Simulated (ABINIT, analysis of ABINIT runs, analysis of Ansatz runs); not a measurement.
**Substitutional N in diamond: charge-transition level, PBE (ABINIT)**

Aim: the charge-transition level of substitutional N in diamond, to be set beside the measurement. Set-up: PBE, JTH 2.0 PBE, 64-site cell, PBE lattice, k: the zone centre alone then 2x2x2 shifted, random start of 0.1 A, dielectric constants 5.7 and 5.7 (handbook). The model is a cell of 64 host atoms with 1 C taken out and 1 N put in. The level is the Fermi energy at which two charge states have equal formation energy, after a correction for the images of the charge. Another start tests whether the structure found is the lowest.

What was measured. (+1/0) level below the conduction-band bottom: 1.7 eV (quoted in “Hunting the elusive shallow n-type donor – An ab initio study of Li and N co-doped diamond”, 2021, S. Conejeros et al., quoting earlier work (1969)). The calculation is set beside it at the end.

Method: ABINIT plane-wave DFT, PBE, JTH 2.0 PBE potentials; relaxation of all atoms of a defect supercell, in ABINIT 10.8.3.

### 1. Starting point

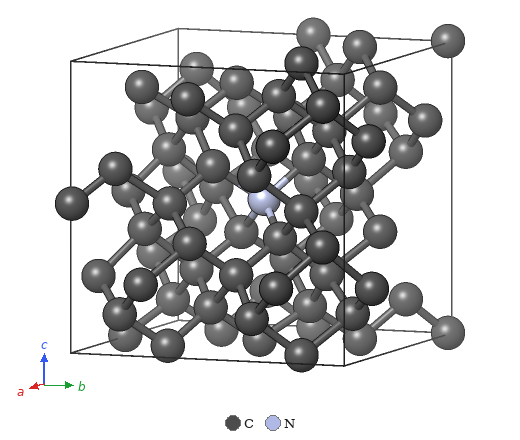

The cell as given, slightly off an axis (carbon dark grey, nitrogen light blue). Bonds to atoms that aren't drawn are left out. Some periodic images of atoms are drawn too.

The cell holds 64 atoms: 63 C and 1 N. Cell: a = 7.141 Å, b = 7.141 Å, c = 7.141 Å, α = 90.0°, β = 90.0°, γ = 90.0°. It derives from C (space group Fd-3m). Nearest the centre at fractional (0.375, 0.375, 0.375): N8 at 0.10 Å, C49 at 1.46 Å, C42 at 1.49 Å, C27 at 1.51 Å, C4 at 1.61 Å, C37 at 2.44 Å, C31 at 2.45 Å, C6 at 2.46 Å. The cell carries charge +1.

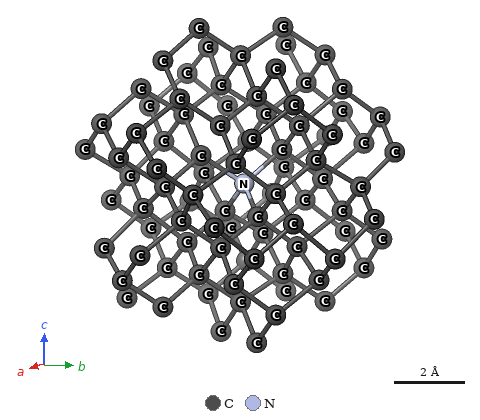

The atoms within 5 Å of the centre.

The host's primitive cell comes from a first run (ABINIT plane-wave DFT, PBE, JTH 2.0 PBE potentials; relaxation of cell and atoms of a defect-free cell): vectors of 2.525, 2.525 and 2.525 Å. That is 5.69 Å³ an atom, 0.3 % over the diffraction cell's volume. The supercell is built on it.

### 2. Relaxation, charge +1

Every later number rests on the structure around the defect, so the atoms are relaxed at the host's lattice first.

Contents of run.abi:

```
# substitutional N in diamond
acell 3*1.0 Angstrom
rprim
     7.140792529    0.000000000    0.000000000
     0.000000000    7.140792529    0.000000000
     0.000000000    0.000000000    7.140792529
natom 64
ntypat 2
znucl 6 7
typat 1 1 1 1 1 1 1 2 1 1 1 1 1 1 1 1 1 1 1 1 1 1 1 1 1 1 1 1 1 1 1 1 1 1 1 1 1 1 1 1 1 1 1 1 1 1 1 1 1 1 1 1 1 1 1 1 1 1 1 1 1 1 1 1
xred
    -0.004946292    0.001131751    0.236947541
     0.011150801    0.252027245    0.008225769
     0.237656440   -0.001988538   -0.006308376
     0.247233718    0.252287674    0.236463841
     0.136271110    0.117055831    0.372557537
     0.125728616    0.369689086    0.137937413
     0.370728796    0.136641709    0.118493020
     0.378190576    0.387156316    0.368822819
     0.011373401   -0.004135528    0.757046738
    -0.009988443    0.249250555    0.490213136
     0.249886946   -0.011592341    0.507856094
     0.250581991    0.236292901    0.747191073
     0.131812234    0.133904998    0.883390938
     0.111706582    0.377855317    0.621646559
     0.378552990    0.124956935    0.638545765
     0.370451334    0.367932062    0.886201216
    -0.001873580    0.501719941    0.263771160
     0.009634557    0.760074083    0.001342204
     0.238244788    0.499355113   -0.007583697
     0.248499470    0.759956423    0.259733006
     0.137010192    0.631394840    0.371687197
     0.118368822    0.880777811    0.135897602
     0.387913178    0.619657812    0.124092137
     0.371820327    0.888457434    0.377213709
    -0.008813474    0.503258195    0.739616350
    -0.013338107    0.751119140    0.504117739
     0.263153803    0.504666845    0.498854844
     0.253802062    0.762758873    0.754343830
     0.113936190    0.633053805    0.872026504
     0.112734453    0.871431623    0.630739024
     0.368425615    0.621883174    0.613034374
     0.384726558    0.881833058    0.882403834
     0.499165841   -0.001915803    0.263847283
     0.495388768    0.237741270    0.004957160
     0.736188214    0.000014999   -0.002312507
     0.737281429    0.255816414    0.250721547
     0.621276768    0.137935741    0.371137682
     0.627529984    0.382938851    0.136255540
     0.862506725    0.126315626    0.118811254
     0.881881886    0.363069732    0.377534106
     0.496033077   -0.013415938    0.749375907
     0.493030254    0.245146882    0.488865224
     0.762878784   -0.005388981    0.498900378
     0.736632211    0.249169366    0.745910304
     0.630272441    0.134058442    0.884287591
     0.632915763    0.383588735    0.632725780
     0.886068709    0.120309656    0.617816845
     0.888812999    0.374420441    0.877231262
     0.490986339    0.489360026    0.251287720
     0.504764038    0.760804964    0.007527951
     0.747863259    0.487080106    0.004962261
     0.756697747    0.749277177    0.262277258
     0.636507814    0.624811292    0.367022033
     0.624073474    0.878070169    0.111368090
     0.861709722    0.621111195    0.127087836
     0.876615952    0.880695561    0.387691046
     0.507885621    0.492009025    0.741628940
     0.512536183    0.751409886    0.493919730
     0.739417856    0.492830958    0.494278425
     0.762835914    0.753744136    0.745836573
     0.638916022    0.626471241    0.874458584
     0.621461877    0.865030660    0.615823546
     0.877591194    0.615372435    0.615165924
     0.884498430    0.864872340    0.876823098
pseudos "C.xml, N.xml"
ecut 23.0
pawecutdg 46.0
cellcharge 1
kptopt 0
nkpt 1
kpt 0 0 0
nsym 1
chkprim 0
maxnsym 12000
nband 136
occopt 3
tsmear 0.01 eV
nstep 100
diemac 4.0
tolrff 0.02
ionmov 22
ntime 70
tolmxf 3.9e-04
paral_kgb 1
npband 4
npfft 1
np_spkpt 1
bandpp 34
wfoptalg 114
iomode 3
prtwf 0
prteig 0
prtebands 0
prtden 0
```

Run with:

```bash
$ OMP_NUM_THREADS=1 mpirun -n 4 abinit run.abi > run.log
```

Numbers of over 12 decimals in the logs are rounded to 6 here.

The program printed:

```text
[shortened: banners, details of potentials and solvers, and blank lines are left out]
Symmetries : space group P1 (#  1); Bravais aP (primitive triclinic)
     natom =      64  nloc_mem =       2    nspden =       1   nspinor =       1
 PAW method is used; the additional fine FFT grid is defined by:
[... the echo of the input is left out ...]
 chkinp: Checking input parameters for consistency.
dimensions: {natom: 64, nkpt: 1, mband: 136, nsppol: 1, nspinor: 1, nspden: 1, mpw: 1630, }
cutoff_energies: {ecut:  23.0, pawecutdg:  46.0, }
electrons: {nelect:   2.56000000E+02, charge:   1.00000000E+00, occopt:   3.00000000E+00, tsmear:   3.67493222E-04, }
 Unit cell volume ucvol=  2.4571736E+03 bohr^3
--- Pseudopotential description ------------------------------------------------
   7.16188027E+04                                ecore*ucvol(ha*bohr**3)
_setup2: Arith. and geom. avg. npw (full set) are    3259.000    3259.000
--- Iteration: ( 1/70) Internal Cycle: (1/1)
[...]
iter   Etot(hartree)      deltaE(h)  residm     nres2    diffor    maxfor
 ETOT  1  -372.09970780003    -3.721E+02 5.985E-03 3.327E+02 1.333E-01 1.333E-01
 ETOT  2  -371.42138632159     6.783E-01 8.897E-05 3.014E+01 1.875E-02 1.515E-01
 ETOT  3  -371.38812818447     3.326E-02 8.820E-05 2.877E+00 1.879E-02 1.453E-01
 ETOT  4  -371.38372209474     4.406E-03 1.111E-05 2.228E-01 9.006E-03 1.491E-01
 ETOT  5  -371.38408522963    -3.631E-04 2.395E-06 2.299E-02 1.963E-03 1.485E-01
 ETOT  6  -371.38408722530    -1.996E-06 1.439E-06 1.108E-03 6.948E-04 1.484E-01
 At SCF step    6, forces are sufficiently converged :
[...]
etotal    :  -3.71384087E+02
[...]
fermie    :   4.17521764E-01
[...]
pressure_GPa:   4.4730E+00
[...]
Total energy (etotal) [Ha]= -3.71384087225305E+02
[...]
--- Iteration: ( 6/70) Internal Cycle: (1/1)
[...]
iter   Etot(hartree)      deltaE(h)  residm     nres2    diffor    maxfor
[...]
At SCF step    5, forces are sufficiently converged :
[...]
etotal    :  -3.71941767E+02
[...]
fermie    :   4.36451366E-01
[...]
pressure_GPa:  -4.5705E+00
[...]
Total energy (etotal) [Ha]= -3.71941767253233E+02
 Difference of energy with previous step (new-old):
           Absolute (Ha)=-8.96335E-04
           Relative     =-2.40988E-06
[...]
--- Iteration: ( 9/70) Internal Cycle: (1/1)
[...]
iter   Etot(hartree)      deltaE(h)  residm     nres2    diffor    maxfor
[...]
At SCF step    5, forces are sufficiently converged :
[...]
etotal    :  -3.71942117E+02
[...]
fermie    :   4.36399538E-01
[...]
pressure_GPa:  -4.5761E+00
[...]
Total energy (etotal) [Ha]= -3.71942117295726E+02
 Difference of energy with previous step (new-old):
           Absolute (Ha)=-8.82103E-06
           Relative     =-2.37161E-08
 At Broyd/MD step   9, gradients are converged :
  max grad (force/stress) = 2.0337E-04 < tolmxf= 3.9000E-04 ha/bohr (free atoms)
[...]
frms,max,avg= 7.5204176E-05 2.0337334E-04   2.975E-06  1.686E-06  3.977E-06 h/b
 cartesian forces (eV/Angstrom) at end:
    1      0.00102186    -0.000990018    -0.00151688
[...]
frms,max,avg= 3.8671542E-03 1.0457878E-02   1.530E-04  8.669E-05  2.045E-04 e/A
 Fermi (or HOMO) energy (hartree) =   0.43640   Average Vxc (hartree)=  -0.48855
 Eigenvalues (hartree) for nkpt=   1  k points:
 kpt#   1, nband=136, wtk=  1.00000, kpt=  0.0000  0.0000  0.0000 (reduced coord)
  -0.43339   -0.37897   -0.32861   -0.32860   -0.32857   -0.32447   -0.32445   -0.28647
[...]
Calculation was performed for a charged system with PBC
[...]
kinetic             :  2.23612364920950E+02
hartree             :  3.22707714852692E+01
xc                  : -1.38932433614214E+02
Ewald energy        : -4.12114308146761E+02
psp_core            :  2.91468220161740E+01
local_psp           : -1.54745738982365E+02
PAW spherical_terms :  4.88203968934337E+01
internal            : -3.71942125427513E+02
'-kT*entropy'       :  4.00942737519666E-15
total_energy        : -3.71942125427513E+02
total_energy_eV     : -1.01210608361592E+04
monopole_correction :  1.05130709201919E-01
monopole_correction_eV:  2.86075233440732E+00
[... the double-counting and all-electron sums are left out ...]
[...]
-Cartesian components of stress tensor (GPa)         [Pressure= -4.5761E+00 GPa]
[...]
[... the echo of variables after the run is left out ...]
[key lines of the parts left out:]
Total energy DC (eV): -6.68082769530359E+04
```

Wall time 4.4 min (4 MPI ranks of Intel Xeon Platinum 8375C at 2.90GHz (Ice Lake), shared host); peak memory 1.4 GiB.

The steps of the relaxation:

| step | energy less that of the first step (eV) |
| --- | --- |
| 0 | 0.0000 |
| 1 | -11.7693 |
| 2 | -14.7084 |
| 3 | -15.0486 |
| 4 | -15.1509 |
| 5 | -15.1752 |
| 6 | -15.1834 |
| 7 | -15.1845 |
| 8 | -15.1848 |

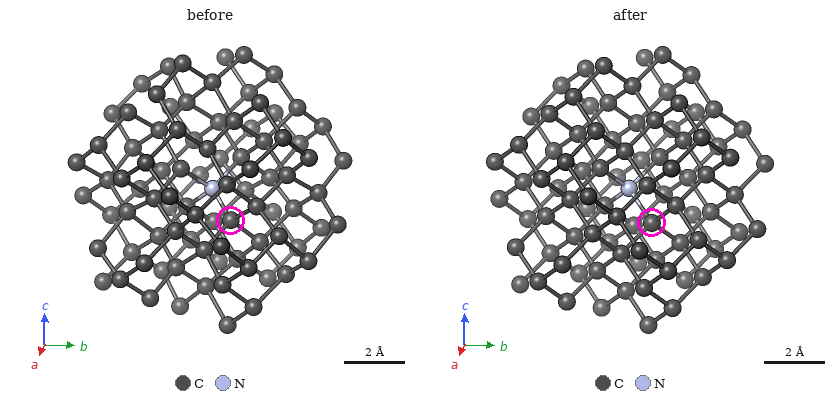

Before and after: the atoms that start within 5 Å of the centre. C49, which moves most, is ringed if it is among them.

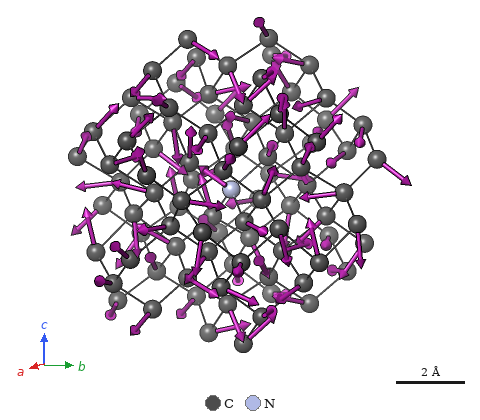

Displacements in the relaxation near the centre, exaggerated; the longest in the cell stands for 0.11 Å.

The atoms that moved most (Å):

| atom | dx | dy | dz | length |
| --- | --- | --- | --- | --- |
| C49 | 0.074 | 0.084 | -0.015 | 0.113 |
| C42 | 0.059 | 0.027 | 0.089 | 0.110 |
| C23 | -0.098 | 0.037 | 0.010 | 0.105 |
| C53 | -0.082 | 0.000 | 0.066 | 0.105 |
| C27 | -0.100 | -0.026 | 0.018 | 0.105 |
| C31 | 0.056 | 0.021 | 0.086 | 0.105 |
| C14 | 0.098 | -0.027 | 0.025 | 0.104 |
| C59 | 0.079 | 0.052 | 0.043 | 0.104 |

Neighbours of N8 at the end:

| atom | distance (Å) |
| --- | --- |
| C4 | 1.559 |
| C27 | 1.559 |
| C42 | 1.559 |
| C49 | 1.560 |
| C7 | 2.522 |
| C5 | 2.522 |
| C21 | 2.523 |
| C38 | 2.523 |
| C23 | 2.523 |
| C31 | 2.523 |
| C6 | 2.523 |
| C37 | 2.523 |
| C15 | 2.523 |
| C53 | 2.523 |
| C46 | 2.523 |
| C14 | 2.523 |

Among the atoms that came to bonding distance: C42–C46 1.54 Å (from 1.74); C7–C33 1.54 Å (from 1.70); C23–C20 1.54 Å (from 1.71).

(Continued in part 2 of 3.)

[Logs are printed without paths, hosts, clocks, repeated set-up lines and the standing remarks that a program may print on its own settings, such as how far it seeks lower states.]

[Hosts, paths, dates, database ids (printed as entryN), source tags and the programs' standing remarks are cut or masked in the printed files.]

[For some hosts the program warned that the k-mesh of the response run may be too coarse for force constants and the static dielectric constant; such warnings are not shown here.]
